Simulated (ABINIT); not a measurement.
# Run report: InAs, geometry relaxation (part 1 of 2)

System: InAs (F-43m, 2 atoms in the cell).
Method: Kohn-Sham DFT of a periodic cell, PBEsol, JTH PAW PBE v2.0, no spin polarisation (ABINIT 10.8.3).

The structure derives from an entry of the Crystallography Open Database.

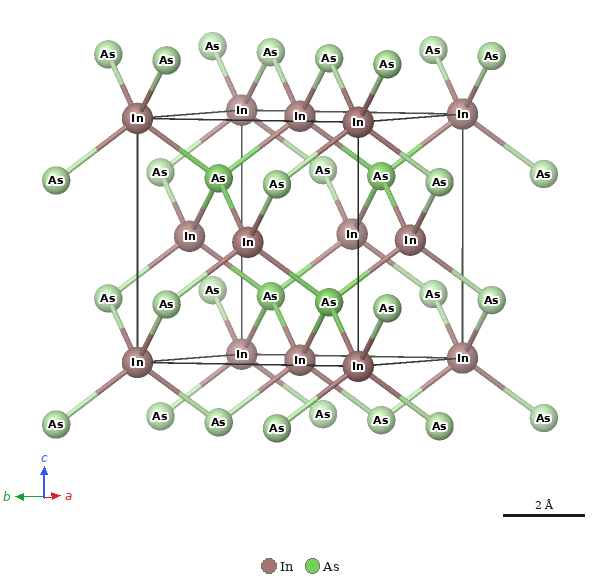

Figure 1. The input geometry (ball-and-stick view of the cell 4 times as large as that of the calculation, set on its symmetry axes, seen at an oblique angle; neighbours outside the cell are drawn fainter).

## The input
```
# Pseudopotentials
pp_dirpath "./"
pseudos "In.GGA_PBE-JTH.xml, As.GGA_PBE-JTH.xml"

# Structure
acell 3*1.0 Angstrom
rprim
     0.0000000000     3.0180000000     3.0180000000
     3.0180000000     0.0000000000     3.0180000000
     3.0180000000     3.0180000000     0.0000000000
ntypat 2
znucl 49 33
natom 2
typat 1 2
chkprim 0
chksymtnons 0
tolsym 1.0e-6
xred
            0.0            0.0            0.0
            3/4            3/4            3/4

# Plane-wave basis
ecut 598.650497 eV
pawecutdg 44.0
ecutsm 0.5

# k points
kptopt 1
ngkpt 6 6 6
nshiftk 1
shiftk 0.0 0.0 0.0

# Exchange and correlation
ixc -116133

# Bands and occupations
nband 18
occopt 3
tsmear 0.05 eV

# SCF cycle
nstep 80
tolvrs 1.0e-10

# Output
iomode 3
prteig 0
prtebands 0
prtwf 0
prtden 0

# Relaxation
ionmov 2
optcell 2
ntime 50
tolmxf 2.0e-5
dilatmx 1.08
```

Launch command:
```bash
abinit run.abi > log 2>&1
```

## The program's output
```
.Version 10.8.3 of ABINIT
 Symmetries : space group F-4 3 m (#216); Bravais cF (face-center cubic)
================================================================================
 Values of the parameters that define the memory need of the present run
     intxc =       0    ionmov =       2      iscf =      17    lmnmax =      18
     lnmax =       6     mgfft =      40  mpssoang =       3    mqgrid =    3001
     natom =       2  nloc_mem =       2    nspden =       1   nspinor =       1
    nsppol =       1      nsym =      24    n1xccc =       1    ntypat =       2
    occopt =       3   xclevel =       2
       mpw =        2318          nfft =       64000          nkpt =          16
 PAW method is used; the additional fine FFT grid is defined by:
   mgfftf=        54    nfftf =    157464
================================================================================
================================================================================

--------------------------------------------------------------------------------
------------- Echo of variables that govern the present computation ------------
--------------------------------------------------------------------------------
 -outvars: echo values of preprocessed input variables --------
            acell      1.8897261259E+00  1.8897261259E+00  1.8897261259E+00 Bohr
              amu      1.14820000E+02  7.49215900E+01
          chkprim           0
      chksymtnons           0
          dilatmx      1.08000000E+00
             ecut      2.20000000E+01 Hartree
           ecutsm      5.00000000E-01 Hartree
           ionmov           2
              ixc     -116133
         kptrlatt        6    0    0      0    6    0      0    0    6
          kptrlen      4.83932011E+01
            natom           2
            nband          18
            ngfft          40      40      40
          ngfftdg          54      54      54
             nkpt          16
            nstep          80
             nsym          24
            ntime          50
           ntypat           2
           occopt           3
          optcell           2
        pawecutdg      4.40000000E+01 Hartree
         pawxcdev           0
           prtden           0
        prtebands           0
           prteig           0
            prtwf           0
            rprim      0.0000000000E+00  3.0180000000E+00  3.0180000000E+00
                       3.0180000000E+00  0.0000000000E+00  3.0180000000E+00
                       3.0180000000E+00  3.0180000000E+00  0.0000000000E+00
          spgroup         216
           tolmxf      2.00000000E-05
           tolsym      1.00000000E-06
           tolvrs      1.00000000E-10
           tsmear      1.83746611E-03 Hartree
            typat      1  2
           useylm           1
           xangst      0.0000000000E+00  0.0000000000E+00  0.0000000000E+00
                       4.5270000000E+00  4.5270000000E+00  4.5270000000E+00
            xcart      0.0000000000E+00  0.0000000000E+00  0.0000000000E+00
                       8.5547901720E+00  8.5547901720E+00  8.5547901720E+00
             xred      0.0000000000E+00  0.0000000000E+00  0.0000000000E+00
                       7.5000000000E-01  7.5000000000E-01  7.5000000000E-01
            znucl       49.00000   33.00000

================================================================================

 chkinp: Checking input parameters for consistency.

================================================================================
== DATASET  1 ==================================================================

--- !DatasetInfo
iteration_state: {dtset: 1, }
dimensions: {natom: 2, nkpt: 16, mband: 18, nsppol: 1, nspinor: 1, nspden: 1, mpw: 2318, }
cutoff_energies: {ecut:  22.0, pawecutdg:  44.0, }
electrons: {nelect:   2.80000000E+01, charge:   0.00000000E+00, occopt:   3.00000000E+00, tsmear:   1.83746611E-03, }
meta: {optdriver: 0, ionmov: 2, optcell: 2, iscf: 17, paral_kgb: 0, }
...

 Real(R)+Recip(G) space primitive vectors, cartesian coordinates (Bohr,Bohr^-1):
 R(1)=  0.0000000  5.7031934  5.7031934  G(1)= -0.0876702  0.0876702  0.0876702
 R(2)=  5.7031934  0.0000000  5.7031934  G(2)=  0.0876702 -0.0876702  0.0876702
 R(3)=  5.7031934  5.7031934  0.0000000  G(3)=  0.0876702  0.0876702 -0.0876702
 Unit cell volume ucvol=  3.7100888E+02 bohr^3
 Angles (23,13,12)=  6.00000000E+01  6.00000000E+01  6.00000000E+01 degrees

 Coarse grid specifications (used for wave-functions):

 getcut: wavevector=  0.0000  0.0000  0.0000  ngfft=  40  40  40
         ecut(hartree)=     25.661   => boxcut(ratio)=   2.17484

 Fine grid specifications (used for densities):

 getcut: wavevector=  0.0000  0.0000  0.0000  ngfft=  54  54  54
         ecut(hartree)=     51.322   => boxcut(ratio)=   2.07680

--- Pseudopotential description ------------------------------------------------
- pspini: atom type   1  psp file is ./In.GGA_PBE-JTH.xml
 Pseudopotential format is: paw10
 basis_size (lnmax)=  6 (lmn_size= 18), orbitals=   0   0   1   1   2   2
 Spheres core radius: rc_sph= 2.50644782
 Shapefunction is BESSEL type: shapef(r,l)=aa(1,l)*jl(q(1,l)*r)+aa(2,l)*jl(q(2,l)*r)
 Radius for shape functions =  1.40569481
 Compensation charge density is not taken into account in XC energy/potential

- pspini: atom type   2  psp file is ./As.GGA_PBE-JTH.xml
 Pseudopotential format is: paw10
 basis_size (lnmax)=  6 (lmn_size= 18), orbitals=   0   0   1   1   2   2
 Spheres core radius: rc_sph= 2.10391912
 Shapefunction is BESSEL type: shapef(r,l)=aa(1,l)*jl(q(1,l)*r)+aa(2,l)*jl(q(2,l)*r)
 Radius for shape functions =  1.70360438
 Compensation charge density is not taken into account in XC energy/potential

   1.37430372E+03                                ecore*ucvol(ha*bohr**3)
--------------------------------------------------------------------------------

================================================================================

=== [ionmov= 2] Broyden-Fletcher-Goldfarb-Shanno method (forces)
================================================================================

--- Iteration: ( 1/50) Internal Cycle: (1/1)
--------------------------------------------------------------------------------

---SELF-CONSISTENT-FIELD CONVERGENCE--------------------------------------------

--- !BeginCycle
iteration_state: {dtset: 1, itime: 1, icycle: 1, }
solver: {iscf: 17, nstep: 80, nline: 4, wfoptalg: 10, }
tolerances: {tolvrs: 1.00E-10, }
...

     iter   Etot(hartree)      deltaE(h)  residm     nres2
 ETOT  1  -168.88197398033    -1.689E+02 7.219E+01 2.842E+01
 ETOT  2  -171.94231482397    -3.060E+00 1.231E-01 2.711E+01
 ETOT  3  -171.91656250151     2.575E-02 2.680E-02 8.057E+00
 ETOT  4  -171.90063169719     1.593E-02 1.367E-02 7.890E-01
 ETOT  5  -171.89789949710     2.732E-03 1.793E-03 5.727E-02
 ETOT  6  -171.89778304800     1.164E-04 6.748E-04 8.854E-03
 ETOT  7  -171.89779437562    -1.133E-05 7.937E-05 2.221E-04
 ETOT  8  -171.89779707528    -2.700E-06 1.413E-04 6.624E-05
 ETOT  9  -171.89779690549     1.698E-07 5.905E-05 9.742E-07
 ETOT 10  -171.89779691140    -5.918E-09 1.084E-04 1.380E-07
 ETOT 11  -171.89779691181    -4.018E-10 6.869E-05 2.634E-08
 ETOT 12  -171.89779691186    -5.230E-11 1.140E-04 1.776E-09
 ETOT 13  -171.89779691187    -1.307E-11 6.935E-05 3.701E-10
 ETOT 14  -171.89779691187    -3.411E-13 1.108E-04 6.317E-11

 At SCF step   14       nres2   =  6.32E-11 < tolvrs=  1.00E-10 =>converged.

 Cartesian components of stress tensor (hartree/bohr^3)
  sigma(1 1)= -5.55905788E-05  sigma(3 2)=  0.00000000E+00
  sigma(2 2)= -5.55905788E-05  sigma(3 1)=  0.00000000E+00
  sigma(3 3)= -5.55905788E-05  sigma(2 1)=  0.00000000E+00

--- !ResultsGS
iteration_state: {dtset: 1, itime: 1, icycle: 1, }
comment   : Summary of ground state results
lattice_vectors:
- [  0.0000000,   5.7031934,   5.7031934, ]
- [  5.7031934,   0.0000000,   5.7031934, ]
- [  5.7031934,   5.7031934,   0.0000000, ]
lattice_lengths: [   8.06553,    8.06553,    8.06553, ]
lattice_angles: [ 60.000,  60.000,  60.000, ] # degrees, (23, 13, 12)
lattice_volume:   3.7100888E+02
convergence: {deltae: -3.411E-13, res2:  6.317E-11, residm:  1.108E-04, diffor: null, }
etotal    :  -1.71897797E+02
entropy   :   0.00000000E+00
fermie    :   1.48601133E-01
cartesian_stress_tensor: # hartree/bohr^3
- [ -5.55905788E-05,   0.00000000E+00,   0.00000000E+00, ]
- [  0.00000000E+00,  -5.55905788E-05,   0.00000000E+00, ]
- [  0.00000000E+00,   0.00000000E+00,  -5.55905788E-05, ]
pressure_GPa:   1.6355E+00
xred      :
- [  0.0000E+00,   0.0000E+00,   0.0000E+00, In]
- [  7.5000E-01,   7.5000E-01,   7.5000E-01, As]
cartesian_forces: # hartree/bohr
- [  2.95080867E-30,  -8.19013930E-47,  -2.95080867E-30, ]
- [ -2.95080867E-30,   8.19013930E-47,   2.95080867E-30, ]
force_length_stats: {min:   4.17307363E-30, max:   4.17307363E-30, mean:   4.17307363E-30, }
...

 Integrated electronic density in atomic spheres:
 ------------------------------------------------
 Atom  Sphere_radius  Integrated_density
    1        2.50645         11.23415933
    2        2.10392         12.68737581

---OUTPUT-----------------------------------------------------------------------

 Cartesian coordinates (xcart) [bohr]
  0.00000000000000E+00  0.00000000000000E+00  0.00000000000000E+00
  8.55479017198453E+00  8.55479017198453E+00  8.55479017198453E+00
 Reduced coordinates (xred)
  0.00000000000000E+00  0.00000000000000E+00  0.00000000000000E+00
  7.50000000000000E-01  7.50000000000000E-01  7.50000000000000E-01
 Cartesian forces (fcart) [Ha/bohr]; max,rms= 2.95081E-30 2.40933E-30 (free atoms)
  2.95080866503783E-30 -8.19013930297104E-47 -2.95080866503783E-30
 -2.95080866503783E-30  8.19013930297104E-47  2.95080866503783E-30
 Gradient of E wrt nuclear positions in reduced coordinates (gred)
  1.68290326447149E-29  4.70535157136257E-46 -1.68290326447149E-29
 -1.68290326447149E-29 -4.70535157136257E-46  1.68290326447149E-29
 Scale of Primitive Cell (acell) [bohr]
  1.88972612590778E+00  1.88972612590778E+00  1.88972612590778E+00
 Real space primitive translations (rprimd) [bohr]
  0.00000000000000E+00  5.70319344798969E+00  5.70319344798969E+00
  5.70319344798969E+00  0.00000000000000E+00  5.70319344798969E+00
  5.70319344798969E+00  5.70319344798969E+00  0.00000000000000E+00
 Unitary Cell Volume (ucvol) [Bohr^3]=  3.71008879591608E+02
 Angles (23,13,12)= [degrees]
  6.00000000000000E+01  6.00000000000000E+01  6.00000000000000E+01
 Lengths [Bohr]
  8.06553352298439E+00  8.06553352298439E+00  8.06553352298439E+00
 Stress tensor in cartesian coordinates (strten) [Ha/bohr^3]
 -5.55905787850731E-05  0.00000000000000E+00  0.00000000000000E+00
  0.00000000000000E+00 -5.55905787850731E-05  0.00000000000000E+00
  0.00000000000000E+00  0.00000000000000E+00 -5.55905787850714E-05
 Total energy (etotal) [Ha]= -1.71897796911871E+02

--- Iteration: ( 2/50) Internal Cycle: (1/1)
--------------------------------------------------------------------------------

---SELF-CONSISTENT-FIELD CONVERGENCE--------------------------------------------

--- !BeginCycle
iteration_state: {dtset: 1, itime: 2, icycle: 1, }
solver: {iscf: 17, nstep: 80, nline: 4, wfoptalg: 10, }
tolerances: {tolvrs: 1.00E-10, }
...

     iter   Etot(hartree)      deltaE(h)  residm     nres2
 ETOT  1  -171.89909245632    -1.719E+02 8.721E-05 3.849E-01
 ETOT  2  -171.89791965267     1.173E-03 8.568E-05 2.953E-02
 ETOT  3  -171.89789318477     2.647E-05 4.007E-05 9.253E-03
 ETOT  4  -171.89788880044     4.384E-06 8.357E-05 4.291E-04
 ETOT  5  -171.89788993475    -1.134E-06 3.484E-05 1.331E-04
 ETOT  6  -171.89789060303    -6.683E-07 6.322E-05 5.303E-06
 ETOT  7  -171.89789066275    -5.972E-08 2.561E-05 9.867E-07
 ETOT  8  -171.89789066998    -7.227E-09 4.314E-05 2.512E-08
 ETOT  9  -171.89789067013    -1.511E-10 1.674E-05 1.627E-09
 ETOT 10  -171.89789067014    -4.121E-12 2.812E-05 2.143E-10
 ETOT 11  -171.89789067014    -1.052E-12 1.071E-05 1.826E-11

 At SCF step   11       nres2   =  1.83E-11 < tolvrs=  1.00E-10 =>converged.

 Cartesian components of stress tensor (hartree/bohr^3)
  sigma(1 1)= -4.49872580E-05  sigma(3 2)=  0.00000000E+00
  sigma(2 2)= -4.49872580E-05  sigma(3 1)=  0.00000000E+00
  sigma(3 3)= -4.49872580E-05  sigma(2 1)=  0.00000000E+00

--- !ResultsGS
iteration_state: {dtset: 1, itime: 2, icycle: 1, }
comment   : Summary of ground state results
lattice_vectors:
- [  0.0000000,   5.7127048,   5.7127048, ]
- [  5.7127048,   0.0000000,   5.7127048, ]
- [  5.7127048,   5.7127048,   0.0000000, ]
lattice_lengths: [   8.07898,    8.07898,    8.07898, ]
lattice_angles: [ 60.000,  60.000,  60.000, ] # degrees, (23, 13, 12)
lattice_volume:   3.7286819E+02
convergence: {deltae: -1.052E-12, res2:  1.826E-11, residm:  1.071E-05, diffor: null, }
etotal    :  -1.71897891E+02
entropy   :   0.00000000E+00
fermie    :   1.46821479E-01
cartesian_stress_tensor: # hartree/bohr^3
- [ -4.49872580E-05,   0.00000000E+00,   0.00000000E+00, ]
- [  0.00000000E+00,  -4.49872580E-05,   0.00000000E+00, ]
- [  0.00000000E+00,   0.00000000E+00,  -4.49872580E-05, ]
pressure_GPa:   1.3236E+00
xred      :
- [ -5.1740E-31,  -7.4165E-48,   5.1740E-31, In]
- [  7.5000E-01,   7.5000E-01,   7.5000E-01, As]
cartesian_forces: # hartree/bohr
- [ -0.00000000E+00,  -0.00000000E+00,  -0.00000000E+00, ]
- [ -0.00000000E+00,  -0.00000000E+00,  -0.00000000E+00, ]
force_length_stats: {min:   0.00000000E+00, max:   0.00000000E+00, mean:   0.00000000E+00, }
...

 Integrated electronic density in atomic spheres:
 ------------------------------------------------
 Atom  Sphere_radius  Integrated_density
    1        2.50645         11.23169406
    2        2.10392         12.69482145

---OUTPUT-----------------------------------------------------------------------
```
